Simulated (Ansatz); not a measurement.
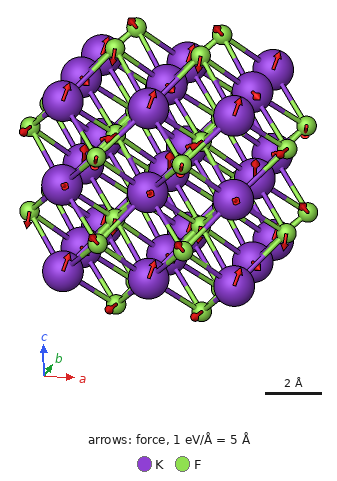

Starting geometry of crystalline KF (built on the CsCl type) with the computed forces as red arrows. Style: ball-and-stick. Shown: the atoms within 5.8 Å of the atom that moves most (axes of the cell of the calculation), slightly off an axis.

Case: shaken.

All numbers below come from Ansatz, DFT, PBEsol, plane waves, PAW. Settings: plane-wave cutoff 420 eV; k-point mesh 6 × 4 × 4; occupations fermi dirac; smearing width 0.05 eV; no spin polarisation; cell and atoms relaxed; force threshold 0.01 eV/Å; at most 120 steps.

> What follows when this structure is relaxed?

It isn't relaxed: the largest force vector, on an F atom, is 0.27 eV/Å. The final displacements follow the starting forces only in part (cosine between the two patterns 0.85). The energy falls by 5.0 meV per atom in 3 accepted moves (6 points after the start). Largest force component: 0.22 eV/Å at the start, 0.00028 eV/Å at the end. The pressure goes from 0.61 to 0.01 GPa. The line search rejected the trial step at point 1 of the run. The SCF was repeated twice at an unchanged geometry on a basis and grid sized afresh for the cell, which shifted the energy by 0.5 meV per atom at most. The atom that moves furthest relative to the cell is a K atom (0.071 Å along [−2 −1 3]). Largest moves by element: K 0.071 Å, F 0.066 Å. The drawn cell changes as follows: a 3.146 → 3.176 Å (+0.9 %), b 6.365 → 6.352 Å (−0.2 %), c 6.332 → 6.352 Å (+0.3 %), α 90.2° → 90.0°, β 91.5° → 90.2°; the volume changes by +1.1 %. Among the contacts that change: F–K 2.616 → 2.747 Å, F–K 2.646 → 2.748 Å, F–K 2.844 → 2.753 Å, F–K 2.674 → 2.752 Å. The space group (tolerance 0.01 Å) goes from P1 (No. 1) to Cmmm (No. 65).
